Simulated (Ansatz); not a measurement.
Geometry relaxation, with input and output: Al$_{3}$O$_{2}$ (part 2 of 2)

Al$_{3}$O$_{2}$ (5 atoms in the cell); DFT r2SCAN, scalar-relativistic, plane waves, PAW, no spin polarisation (Ansatz 0.2.0); cutoff 500 eV, 12×12×6 k-mesh, Gaussian smearing of 0.1 eV. The structure was built on a prototype by a generator; it need not be a known phase. It belongs to a series of runs on one base structure; here: anti-A-type sesquioxide type (P-3m1, No. 164).

Geometry of the input (Å; fractional positions):
```
2.9042  0.0000  0.0000
-1.4521  2.5151  0.0000
0.0000  0.0000  8.6742
Al 0.0000  0.0000  0.0000
Al 0.3333  0.6667  0.7307
Al 0.6667  0.3333  0.2693
O  0.3333  0.6667  0.3476
O  0.6667  0.3333  0.6524
```

**The program's output, continued**
```
relax step   5: F+E_penalty+E_count = -2762.80807724 eV  Δ(F+E_penalty+E_count) = -4.288e-7 eV  max|allowed force component| = 1.517e-3 eV/Å  Δτ_max = 0.0003 Å  P = +0.026 GPa  Ω = 63.974 Å³  energy of the carried Pulay correction = -1.551e-4 eV  (5 SCF iters, dr2 threshold 1.66e-8 eV, accepted)
Initial wavefunctions: pseudopotential atomic-orbital guess (no wavefunctions were taken with the density)
iter 1 solved again at ethr=9.04e-8 eV; its pass at ethr=3.10e-3 eV (dr2=1.90e-5 eV) is discarded
SCF iter   1: F=—  HF=-2762.808181 eV  |F-HF|=—  |Δ(HF+E_count)|=         —  Δρ=8.09e-5  dr2=9.62e-8  dr2_τ=1.13e-7  ethr=9.04e-8  ⟨swp⟩=3.1  Hψ=14830  notcnv=0
preconditioner: auto → none  [metal: Δε(μ)=0.024 eV  Ē_g=10.932 eV  σ=0.100 eV  W_gap=0.13  n_scr=6 (ndim 8)  ℏωp=19.1 eV  f_vac=0.006  D(μ)=1.13/eV (n_scr^D=4)]
SCF iter   2: F=—  HF=-2762.808210 eV  |F-HF|=—  |Δ(HF+E_count)|=   2.95e-5  Δρ=4.05e-5  dr2=2.65e-8  dr2_τ=3.46e-7  ethr=4.58e-10  ⟨swp⟩=2.0  Hψ=2650  notcnv=0
SCF iter   3: F=—  HF=-2762.808217 eV  |F-HF|=—  |Δ(HF+E_count)|=   6.56e-6  Δρ=6.86e-6  dr2=3.98e-8  dr2_τ=3.84e-9  ethr=1.26e-10  ⟨swp⟩=2.0  Hψ=2653  notcnv=0
SCF iter   4: F=—  HF=-2762.808217 eV  |F-HF|=—  |Δ(HF+E_count)|=   2.41e-8  Δρ=8.16e-7  dr2=2.87e-10  dr2_τ=5.94e-11  ethr=1.26e-10  ⟨swp⟩=2.4  Hψ=2364  notcnv=0
SCF iter   5: F=—  HF=-2762.808217 eV  |F-HF|=—  |Δ(HF+E_count)|=   1.56e-9  Δρ=3.80e-7  dr2=5.69e-11  dr2_τ=5.02e-12  ethr=1.00e-12  ⟨swp⟩=6.1  Hψ=7367  notcnv=0
SCF iter   6: F=-2762.808217 eV  HF=-2762.808217 eV  |F-HF|=2.36e-11  |Δ(HF+E_count)|=  2.38e-10  Δρ=1.27e-7  dr2=8.37e-12  dr2_τ=4.60e-13  ethr=1.00e-12  ⟨swp⟩=4.8  Hψ=5071  notcnv=0
SCF 6 converged in 6 iterations: F = -2762.808217 eV  dr2 = 8.37e-12
relax step   6: F+E_penalty+E_count = -2762.80821697 eV  Δ(F+E_penalty+E_count) = -1.397e-4 eV  max|allowed force component| = 1.517e-3 eV/Å  Δτ_max = 0.0000 Å  P = +0.023 GPa  Ω = 63.974 Å³  stress off target by 3.52e-2 GPa  SCF on the basis re-selected at this cell (its energy is not comparable with the rows above)  (6 SCF iters)
```

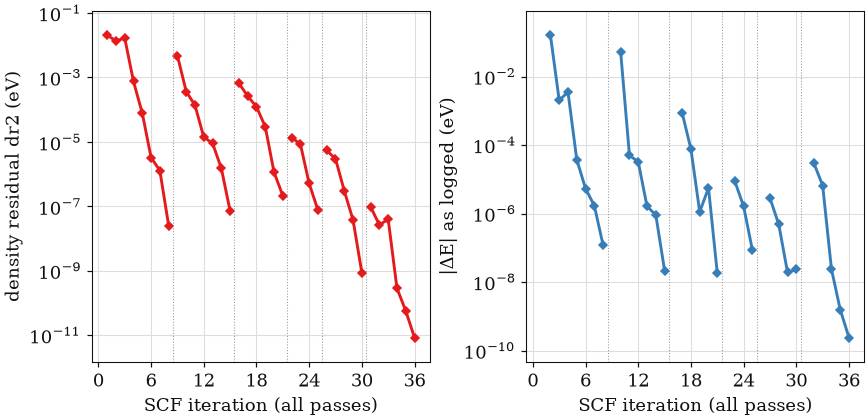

Convergence of the self-consistent field: density residual dr2 and size of the energy change against the SCF iteration. The dotted lines part the SCF passes of the relaxation: geometry steps, rejected trials and re-solves on a re-selected basis. The 6 passes take 4 to 8 iterations each, 36 in all.

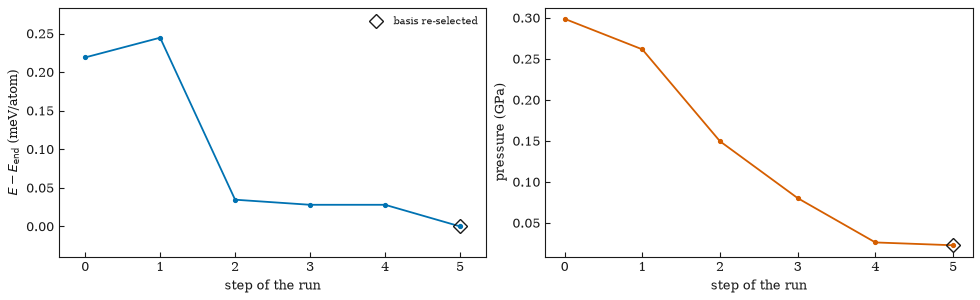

Progress of the relaxation, step by step (the first geometry is step 0 here and step 1 in the log).

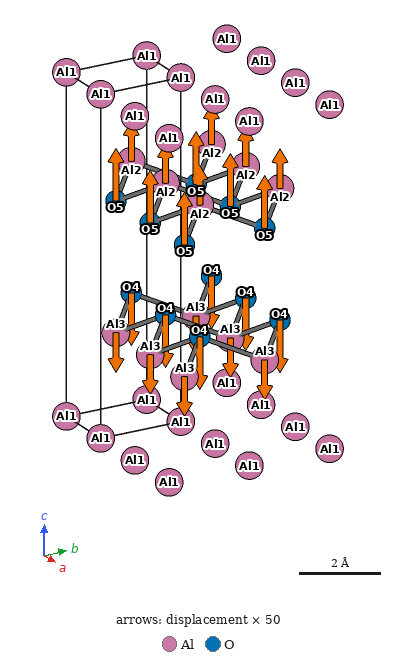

The starting structure with the displacements (without the part carried along by the change of the cell) as orange arrows, magnified 50 times (ball-and-stick view of the cell of the calculation, repeated 3 × 2 × 1, seen slightly off an axis). Over 4 geometry steps the energy falls by 0.2 meV per atom. The largest force component goes from 0.028 to 0.0015 eV/Å. Pressure: 0.30 GPa at the start and 0.02 GPa at the end. The largest moves relative to the cell, 0.027 Å, are those of O4 and O5. By element the largest moves are O 0.027 Å, Al 0.020 Å. The volume changes by +1.0 %, with a = b 2.904 → 2.906 Å (+0.1 %), c 8.674 → 8.748 Å (+0.8 %). The space group stays P-3m1 (No. 164). A last SCF at the same geometry on a re-selected plane-wave basis shifts the energy by next to nothing (0.0 meV per atom). (Atoms are counted from 1 in the order of the input.)

```
basis re-selected at this cell: Δ(F+E_penalty+E_count) = -1.397e-4 eV, ΔP = -0.003 GPa vs the last step (what re-selecting the basis moved, of the pressure what is left beyond the Pulay correction that the steps carried, after the strain that the cell walked since its last selection, with what the two solves' SCF thresholds leave and, on support functions, any second-order correction that the steps lacked; it is no measure of the basis error at this ecutwfc). This SCF's stress stands 3.52e-2 GPa from its target on what of the cell is left free (relax.cell.stress_tol is 5.00e-2 GPa) and its largest allowed force component is 1.52e-3 eV/Å (relax.f_tol is 1.00e-2 eV/Å): within both
SCF converged after 6 iterations
Free energy (F): -2762.808217 eV
Harris-Foulkes:  -2762.808217 eV  (|F-HF|=2.36e-11)
Internal energy: -2762.802564 eV  (E = F + TS)
E sigma→0 (E₀):  -2762.805390 eV
Entropy (-TS):   -0.005653 eV (-1.131 meV/atom)
Fermi energy:    7.959999 eV
--- Per-component energies (eV) ---
  E_band       = -23.327500
  E_kinetic    = 432.653524
  E_local      = -1079.266269  (includes V_loc(G=0)·N_el)
  E_nonlocal   = 122.775691
  E_hartree    = 438.805187
  E_xc         = -259.894514
  E_vxc        = -309.593392  (∫ρ·V_xc dr)
  E_paw        = -1740.599785  (= ΣΔE_a)
  E_vpaw       = -85.659858  (= ΣTr[D̂ρ^β])
  E_aug_tail   = 0.002035  (compensation charges beyond the density's cutoff)
  E_vtau       = 18.150433  (kinetic-family band-sum trace: ∫τ·v_τ [+ j·A + Jᵃ·Aᵃ] dr)
  E_ewald      = -677.034228
  E_core_change = -0.244206  (= ΣΔE_core)
  E_smearing   = -0.005653  (= −TS)
  E_closure    = 0.000000  (closes the sum)
  Σ components = -2762.808217   (vs F -2762.808217, Δ=0.00e0)
--- Forces (eV/Å), atoms counted from 1 ---
  atom   1  Al    -0.00000000     0.00000000     0.00000000
  atom   2  Al    -0.00000000    -0.00000000     0.00151721
  atom   3  Al     0.00000000     0.00000000    -0.00151721
  atom   4  O      0.00000000    -0.00000000     0.00090914
  atom   5  O      0.00000000     0.00000000    -0.00090914
  max |Σ_I F_I| component: 3.70e-17 eV/Å
--- Stress (GPa, compression-positive) ---
        0.035200       0.000000      -0.000000
        0.000000       0.035200       0.000000
        0.000000       0.000000      -0.002123
  P = ⅓ Tr σ = 0.0228 GPa (0.228 kbar)
--- Band table (eV; the first three rows and the last of 100) ---
  k-point 0: bands = ["-14.8468", "-14.6830", "-2.7176", "-0.1635", "1.3267", "2.4390", "2.4390", "2.4922", "2.4922", "4.8271", "8.3366", "12.4479", "13.7904", "18.8287", "18.8287", "18.8497"]
  k-point 1: bands = ["-14.8462", "-14.6837", "-2.6948", "-0.3207", "1.5732", "2.4390", "2.4390", "2.4922", "2.4922", "4.6146", "8.5263", "12.1915", "14.0099", "18.1176", "18.8325", "18.8325"]
  k-point 2: bands = ["-14.8449", "-14.6851", "-2.6457", "-0.5693", "2.0616", "2.4391", "2.4391", "2.4921", "2.4921", "4.1516", "8.9127", "11.7469", "14.3632", "17.5444", "18.8415", "18.8415"]
  k-point 99: bands = ["-13.6719", "-13.6719", "-0.4575", "-0.2815", "-0.2424", "-0.2424", "2.4011", "2.4011", "5.6127", "5.6127", "6.1180", "8.1787", "10.4325", "10.4325", "14.1812", "16.0886"]
--- Relaxed structure (5 steps of the walk, 5 accepted, 1 SCFs on fresh bases) ---
  F+E_penalty+E_count = -2762.80821697 eV   max|allowed force component| = 1.517e-3 eV/Å   (the final SCF, on the basis selected at the relaxed cell)
  cell:  # Å, volume = 63.9737 Å³
    - [2.9059839747467655, 0.0, 0.0]
    - [-1.4529919873733828, 2.5166559451211756, -4.815629691354351e-32]
    - [0.0, -1.6608397146954751e-31, 8.747506290682484]
  atoms:
    - { symbol: Al, position: [4.425224223626595e-34, 2.042003813928622e-34, -2.635549485807631e-82] }
    - { symbol: Al, position: [0.3333333333333333, 0.6666666666666666, 0.7330040300091796] }
    - { symbol: Al, position: [0.6666666666666666, 0.3333333333333333, 0.26699596999082037] }
    - { symbol: O, position: [0.3333333333333333, 0.6666666666666666, 0.344485390670472] }
    - { symbol: O, position: [0.6666666666666666, 0.3333333333333333, 0.6555146093295279] }
```

**Trajectory as extended XYZ (Å, eV, eV/Å), 6 frames, from step=1 to step=6**
```
5
Lattice="2.9042 0.0000 0.0000 -1.4521 2.5151 0.0000 0.0000 0.0000 8.6742" Properties=species:S:1:pos:R:3:forces:R:3 step=1 energy=-2762.80712 pressure_GPa=0.30
Al    0.0000    0.0000    0.0000    0.0000   0.0000   0.0000
Al    0.0000    1.6767    6.3380    0.0000   0.0000   0.0022
Al    1.4521    0.8384    2.3362    0.0000   0.0000  -0.0022
O     0.0000    1.6767    3.0148    0.0000   0.0000  -0.0284
O     1.4521    0.8384    5.6593    0.0000   0.0000   0.0284
5
Lattice="2.9076 0.0000 0.0000 -1.4538 2.5181 0.0000 0.0000 0.0000 8.7540" Properties=species:S:1:pos:R:3:forces:R:3 step=2 energy=-2762.80699 pressure_GPa=0.26
Al    0.0000    0.0000    0.0000    0.0000   0.0000   0.0000
Al    0.0000    1.6787    6.4294    0.0000   0.0000  -0.0166
Al    1.4538    0.8394    2.3246    0.0000   0.0000   0.0166
O     0.0000    1.6787    2.9993    0.0000   0.0000   0.0597
O     1.4538    0.8394    5.7547    0.0000   0.0000  -0.0597
5
Lattice="2.9058 0.0000 0.0000 -1.4529 2.5165 0.0000 0.0000 0.0000 8.7365" Properties=species:S:1:pos:R:3:forces:R:3 step=3 energy=-2762.80804 pressure_GPa=0.15
Al    0.0000    0.0000    0.0000    0.0000   0.0000   0.0000
Al    0.0000    1.6777    6.4034    0.0000   0.0000  -0.0018
Al    1.4529    0.8388    2.3330    0.0000   0.0000   0.0018
O     0.0000    1.6777    3.0103    0.0000   0.0000   0.0110
O     1.4529    0.8388    5.7262    0.0000   0.0000  -0.0110
5
Lattice="2.9058 0.0000 0.0000 -1.4529 2.5165 0.0000 0.0000 0.0000 8.7442" Properties=species:S:1:pos:R:3:forces:R:3 step=4 energy=-2762.80808 pressure_GPa=0.08
Al    0.0000    0.0000    0.0000    0.0000   0.0000   0.0000
Al    0.0000    1.6776    6.4094    0.0000   0.0000   0.0016
Al    1.4529    0.8388    2.3348    0.0000   0.0000  -0.0016
O     0.0000    1.6776    3.0125    0.0000   0.0000   0.0053
O     1.4529    0.8388    5.7317    0.0000   0.0000  -0.0053
5
Lattice="2.9060 0.0000 0.0000 -1.4530 2.5167 0.0000 0.0000 0.0000 8.7475" Properties=species:S:1:pos:R:3:forces:R:3 step=5 energy=-2762.80808 pressure_GPa=0.03
Al    0.0000    0.0000    0.0000    0.0000   0.0000   0.0000
Al    0.0000    1.6778    6.4120    0.0000   0.0000   0.0015
Al    1.4530    0.8389    2.3355    0.0000   0.0000  -0.0015
O     0.0000    1.6778    3.0134    0.0000   0.0000   0.0009
O     1.4530    0.8389    5.7341    0.0000   0.0000  -0.0009
5
Lattice="2.9060 0.0000 0.0000 -1.4530 2.5167 0.0000 0.0000 0.0000 8.7475" Properties=species:S:1:pos:R:3:forces:R:3 step=6 energy=-2762.80822 pressure_GPa=0.02
Al    0.0000    0.0000    0.0000    0.0000   0.0000   0.0000
Al    0.0000    1.6778    6.4120    0.0000   0.0000   0.0015
Al    1.4530    0.8389    2.3355    0.0000   0.0000  -0.0015
O     0.0000    1.6778    3.0134    0.0000   0.0000   0.0009
O     1.4530    0.8389    5.7341    0.0000   0.0000  -0.0009
```
